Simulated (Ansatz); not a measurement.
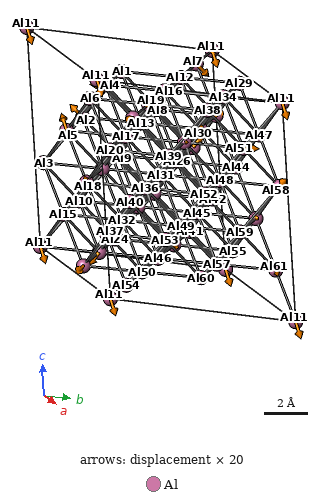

A relaxation of a defect cell of composition Al. The starting structure is drawn; orange arrows show the displacements, magnified 20 times.

A ball-and-stick model of the cell of the calculation, seen slightly off an axis.

Case: Al vacancy (site a), charge +0, atoms relaxed at the host's cell.

Level of theory: Ansatz 0.2.0, DFT PBE, scalar-relativistic, plane waves, PAW. Settings: plane-wave cutoff 420 eV; k-point mesh 3 × 3 × 3; occupations gaussian; smearing width 0.1 eV; no spin polarisation; atoms relaxed in a fixed cell; force threshold 0.025 eV/Å; at most 45 steps.

> What happened in the run?

The energy falls by 58.8 meV per cell of the calculation in 2 geometry steps. Largest force component: 0.16 eV/Å at the start, 0.0026 eV/Å at the end. The largest moves, 0.049 Å, are those of Al atoms. The cell stays as it was. Near-neighbour distances that change, for instance: Al–Al 2.858 → 2.808 Å, Al–Al 2.858 → 2.887 Å, Al–Al 2.858 → 2.845 Å. Cost: 34 s on 8 threads of Intel(R) Xeon(R) Platinum 8488C (Sapphire Rapids), on a shared host, peak memory 5.5 GiB.
